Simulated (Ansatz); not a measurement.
**What a change does: geometry relaxation on Cu**

System: Cu (Fm-3m, 1 atom in the cell).
Method of run 1: Kohn-Sham DFT of a periodic cell, revPBE with D3(BJ), all-electron LAPW, scalar-relativistic, no spin polarisation (Ansatz 0.2.0).

The structure derives from an entry of the Crystallography Open Database. Text and figures count atoms from 1; the logs count them from 0 in places.

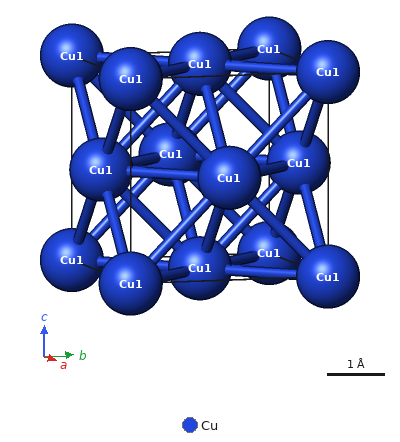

Fig. 1: The input geometry (ball-and-stick view of the cell 4 times as large as that of the calculation, set on its symmetry axes, seen slightly off an axis; atoms are numbered from 1 in the order of the input). Near neighbours in the crystal (not all of them lie inside the picture): Cu has 12 Cu at 2.56 Å.

**Input, run 1**
```yaml
crystal:
  lattice:
    - [0.0, 1.8075, 1.8075]
    - [1.8075, 0.0, 1.8075]
    - [1.8075, 1.8075, 0.0]
  atoms:
    - { symbol: Cu, position: [0.0, 0.0, 0.0] }
kpoints:
  mp_grid: { grid: [13, 13, 13] }
scf:
  occupations: { method: fermi_dirac, width: 0.05 }
hamiltonian:
  xc: revpbe
  dispersion: d3bj
  pseudopotentials: { kind: all_electron, lapw: { basis_error: 0.001 } }
output:
  forces: true
  stress: true
relax:
  f_tol: 0.005
  max_steps: 60
  cell: {}
```

Launched with:
```bash
ansatz run input.yaml --threads 1 --pin off --max-ram 3072MiB --backend cpu --events-out ev --progress --plain --runs-dir out
```

Hardware: 1 thread of Intel Xeon (Sapphire Rapids), 16 GiB of memory available, shared host.

**Output, shortened to warnings, some set-up lines, iterations and results (run 1)**
```
Basis set: ecut = 316.36757633259583 eV, 169 PW (Γ), exchange–correlation at level 2
Symmetry: 48 space group operations
k-points: 84 of 2197
Initial density: superposition of atomic densities (chi_scale 0.1, normalization cell)
[...]
SCF iter   1: F=—  HF=-45039.977373 eV  |F-HF|=—  |Δ(HF+E_count)|=         —  Δρ=5.40e-2  dr2=1.72e-1  ethr=9.05e-4  ⟨swp⟩=2.3  Hψ=8225  notcnv=0
SCF iter   2: F=—  HF=-45040.769988 eV  |F-HF|=—  |Δ(HF+E_count)|=   7.93e-1  Δρ=3.26e-2  dr2=6.39e-2  ethr=9.05e-4  ⟨swp⟩=3.0  Hψ=3942  notcnv=0
SCF iter   3: F=—  HF=-45039.195002 eV  |F-HF|=—  |Δ(HF+E_count)|=    1.57e0  Δρ=1.78e-3  dr2=2.10e-4  ethr=1.11e-6  ⟨swp⟩=2.7  Hψ=6116  notcnv=0
SCF iter   4: F=—  HF=-45039.122114 eV  |F-HF|=—  |Δ(HF+E_count)|=   7.29e-2  Δρ=5.48e-3  dr2=1.72e-3  ethr=1.11e-6  ⟨swp⟩=3.0  Hψ=3880  notcnv=0
SCF iter   5: F=—  HF=-45039.115922 eV  |F-HF|=—  |Δ(HF+E_count)|=   6.19e-3  Δρ=8.87e-4  dr2=4.26e-5  ethr=1.11e-6  ⟨swp⟩=3.0  Hψ=3428  notcnv=0
[... 28 lines ...]
relax step   5: F+E_penalty+E_count = -45039.14563140 eV  Δ(F+E_penalty+E_count) = -1.028e-6 eV  max|allowed force component| = 0.000e0 eV/Å  Δτ_max = 0.0000 Å  P = -0.000 …
SCF iter   1: F=—  HF=-45039.145631 eV  |F-HF|=—  |Δ(HF+E_count)|=         —  Δρ=8.24e-7  dr2=5.33e-11  ethr=1.00e-12  ⟨swp⟩=3.0  Hψ=6092  notcnv=0
SCF iter   2: F=-45039.145631 eV  HF=-45039.145631 eV  |F-HF|=1.79e-9  |Δ(HF+E_count)|=   1.74e-8  Δρ=1.46e-6  dr2=1.25e-10  ethr=1.00e-12  ⟨swp⟩=3.0  Hψ=3356  notcnv=0
SCF 6 converged in 2 iterations: F = -45039.145631 eV  dr2 = 1.25e-10
relax step   6: F+E_penalty+E_count = -45039.14563094 eV  Δ(F+E_penalty+E_count) = +4.544e-7 eV  max|allowed force component| = 0.000e0 eV/Å  Δτ_max = 0.0000 Å  P = -0.001 …
basis re-selected at this cell: Δ(F+E_penalty+E_count) = +4.544e-7 eV, ΔP = -0.000 GPa vs the last step (what re-selecting the basis moved, after the strain that the cell walked since its last selection, with what the two solves' SCF thresholds leave and, on support functions, any second-order …
SCF converged after 2 iterations
Free energy (F): -45039.145631 eV
Harris-Foulkes:  -45039.145631 eV  (|F-HF|=1.79e-9)
Internal energy: -45039.142876 eV  (E = F + TS)
E sigma→0 (E₀):  -45039.144254 eV
Entropy (-TS):   -0.002755 eV (-2.755 meV/atom)
Fermi energy:    18.505551 eV
--- Per-component energies (eV) ---
  E_band       = -334.482564
  E_kinetic    = 45815.797980
  E_xc         = -1845.040847
  E_electrostatic = -89008.685911  (all electrons and nuclei)
  E_disp       = -1.214099  (pairwise vdW)
  E_smearing   = -0.002755  (= −TS)
  E_closure    = 0.000000  (closes the sum)
  E_atoms      = -45034.622721  (free atoms, spherical and without spin; not in F)
  Σ components = -45039.145631   (vs F -45039.145631, Δ=0.00e0)
  Basis errors (estimates in eV, not in F): energy 2.3e-4 per atom: plane waves 2.2e-4 (1.2e-4 summed), levels above the bands 3.9e-159, relativity 1.9e-8, radial functions 6.3e-6, core shells 8.8e-11; eigenvalues (radial functions only) 1.8e-6; not estimated: angular momenta, meshes, grids; target …
--- Forces (eV/Å), atoms counted from 1 ---
  atom   1  Cu     0.00000000    -0.00000000    -0.00000000
  max |Σ_I F_I| component: 7.40e-32 eV/Å
--- Stress (GPa, compression-positive) ---
       -0.000734       0.000000       0.000000
        0.000000      -0.000734       0.000000
        0.000000       0.000000      -0.000734
  P = ⅓ Tr σ = -0.0007 GPa (-0.007 kbar)
--- Relaxed structure (5 steps of the walk, 5 accepted, 1 SCFs on fresh bases) ---
  F+E_penalty+E_count = -45039.14563094 eV   max|allowed force component| = 0.000e0 eV/Å   (the final SCF, on the basis selected at the relaxed cell)
  cell:  # Å, volume = 10.9892 Å³
    - [2.2332047279724026e-34, 1.7645940162775289, 1.7645940162775289]
    - [1.7645940162775289, -3.3040173443795575e-35, 1.7645940162775289]
    - [1.7645940162775289, 1.7645940162775289, 5.21081405551588e-34]
  atoms:
    - { symbol: Cu, position: [0.0, 0.0, 0.0] }
```

For run 2 the input was changed thus:
```diff
-  xc: revpbe
-  dispersion: d3bj
+  xc: blyp
+  dispersion: d4
-  f_tol: 0.005
+  f_tol: 0.01
```

Predict how the results change.

The total energies belong to different models, so their difference says nothing on which is more stable or more accurate. The volume per atom goes from 10.99 to 11.43 Å³. The functional changes from revPBE to BLYP. The SCF takes 21 iterations over all geometry steps against 26.

**Output, shortened to warnings, some set-up lines, iterations and results (run 2)**
```
Basis set: ecut = 316.2972968460266 eV, 169 PW (Γ), exchange–correlation at level 2
Symmetry: 48 space group operations
k-points: 84 of 2197
Initial density: superposition of atomic densities (chi_scale 0.1, normalization cell)
[...]
SCF iter   1: F=—  HF=-45045.047277 eV  |F-HF|=—  |Δ(HF+E_count)|=         —  Δρ=4.37e-2  dr2=1.11e-1  ethr=5.80e-4  ⟨swp⟩=2.6  Hψ=8294  notcnv=0
SCF iter   2: F=—  HF=-45045.634353 eV  |F-HF|=—  |Δ(HF+E_count)|=   5.87e-1  Δρ=2.85e-2  dr2=4.95e-2  ethr=5.80e-4  ⟨swp⟩=3.0  Hψ=4004  notcnv=0
SCF iter   3: F=—  HF=-45044.444461 eV  |F-HF|=—  |Δ(HF+E_count)|=    1.19e0  Δρ=2.61e-3  dr2=5.35e-4  ethr=2.81e-6  ⟨swp⟩=2.0  Hψ=5925  notcnv=0
SCF iter   4: F=—  HF=-45044.382495 eV  |F-HF|=—  |Δ(HF+E_count)|=   6.20e-2  Δρ=4.06e-3  dr2=8.98e-4  ethr=2.81e-6  ⟨swp⟩=3.0  Hψ=3835  notcnv=0
SCF iter   5: F=—  HF=-45044.378518 eV  |F-HF|=—  |Δ(HF+E_count)|=   3.98e-3  Δρ=6.95e-4  dr2=2.49e-5  ethr=2.81e-6  ⟨swp⟩=2.0  Hψ=3164  notcnv=0
[... 21 lines ...]
relax step   4: F+E_penalty+E_count = -45044.38440959 eV  Δ(F+E_penalty+E_count) = -7.492e-6 eV  max|allowed force component| = 0.000e0 eV/Å  Δτ_max = 0.0000 Å  P = -0.007 …
SCF iter   1: F=—  HF=-45044.384410 eV  |F-HF|=—  |Δ(HF+E_count)|=         —  Δρ=3.52e-6  dr2=7.44e-10  ethr=3.92e-12  ⟨swp⟩=3.0  Hψ=6059  notcnv=0
SCF iter   2: F=-45044.384410 eV  HF=-45044.384410 eV  |F-HF|=4.21e-8  |Δ(HF+E_count)|=   3.30e-7  Δρ=6.04e-6  dr2=2.07e-9  ethr=3.92e-12  ⟨swp⟩=3.0  Hψ=3636  notcnv=0
SCF 5 converged in 2 iterations: F = -45044.384410 eV  dr2 = 2.07e-9
relax step   5: F+E_penalty+E_count = -45044.38440979 eV  Δ(F+E_penalty+E_count) = -1.995e-7 eV  max|allowed force component| = 0.000e0 eV/Å  Δτ_max = 0.0000 Å  P = -0.005 …
basis re-selected at this cell: Δ(F+E_penalty+E_count) = -1.995e-7 eV, ΔP = +0.002 GPa vs the last step (what re-selecting the basis moved, after the strain that the cell walked since its last selection, with what the two solves' SCF thresholds leave and, on support functions, any second-order …
SCF converged after 2 iterations
Free energy (F): -45044.384410 eV
Harris-Foulkes:  -45044.384410 eV  (|F-HF|=4.21e-8)
Internal energy: -45044.381875 eV  (E = F + TS)
E sigma→0 (E₀):  -45044.383142 eV
Entropy (-TS):   -0.002535 eV (-2.535 meV/atom)
Fermi energy:    18.008259 eV
--- Per-component energies (eV) ---
  E_band       = -341.762261
  E_kinetic    = 45824.010572
  E_xc         = -1850.366294
  E_electrostatic = -89016.897651  (all electrons and nuclei)
  E_disp       = -1.128502  (pairwise vdW)
  E_smearing   = -0.002535  (= −TS)
  E_closure    = 0.000000  (closes the sum)
  E_atoms      = -45040.325552  (free atoms, spherical and without spin; not in F)
  Σ components = -45044.384410   (vs F -45044.384410, Δ=0.00e0)
  Basis errors (estimates in eV, not in F): energy 2.2e-4 per atom: plane waves 2.2e-4 (1.2e-4 summed), levels above the bands 5.2e-158, relativity 2.4e-7, radial functions 3.8e-6, core shells 5.4e-11; eigenvalues (radial functions only) 1.7e-6; not estimated: angular momenta, meshes, grids; target …
--- Forces (eV/Å), atoms counted from 1 ---
  atom   1  Cu    -0.00000000     0.00000000    -0.00000000
  max |Σ_I F_I| component: 1.48e-31 eV/Å
--- Stress (GPa, compression-positive) ---
       -0.005345       0.000000       0.000000
        0.000000      -0.005345       0.000000
        0.000000       0.000000      -0.005345
  P = ⅓ Tr σ = -0.0053 GPa (-0.053 kbar)
--- Relaxed structure (4 steps of the walk, 4 accepted, 1 SCFs on fresh bases) ---
  F+E_penalty+E_count = -45044.38440979 eV   max|allowed force component| = 0.000e0 eV/Å   (the final SCF, on the basis selected at the relaxed cell)
  cell:  # Å, volume = 11.4299 Å³
    - [3.8215290246716928e-34, 1.7878748123042991, 1.7878748123042991]
    - [1.7878748123042991, 6.369215041119484e-35, 1.7878748123042991]
    - [1.7878748123042991, 1.7878748123042991, 2.8661467685037666e-35]
  atoms:
    - { symbol: Cu, position: [0.0, 0.0, 0.0] }
```

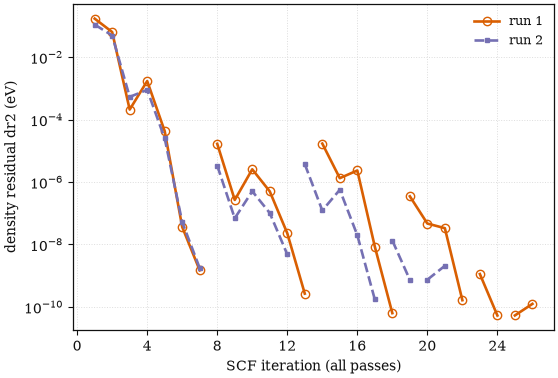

Fig. 2: Convergence of the two runs: density residual dr2 against the SCF iteration. A break in a curve parts two SCF passes. Run 1 takes 26 iterations in all, and run 2 takes 21.

**The two runs side by side**

| quantity | run 1 | run 2 |
| --- | --- | --- |
| outcome | converged | converged |
| free energy per atom (eV) | −45039.1456 | −45044.3844 |
| energy per atom, smearing taken to zero (eV) | −45039.1443 | −45044.3831 |
| pressure (GPa) | 0.00 | −0.01 |
| volume per atom (Å³) | 10.99 | 11.43 |
| largest force (eV/Å) | 0.000 | 0.000 |
| SCF iterations | 26 | 21 |
| irreducible k-points | 84 | 84 |
| wall time (shared host) | 16 s | 15 s |
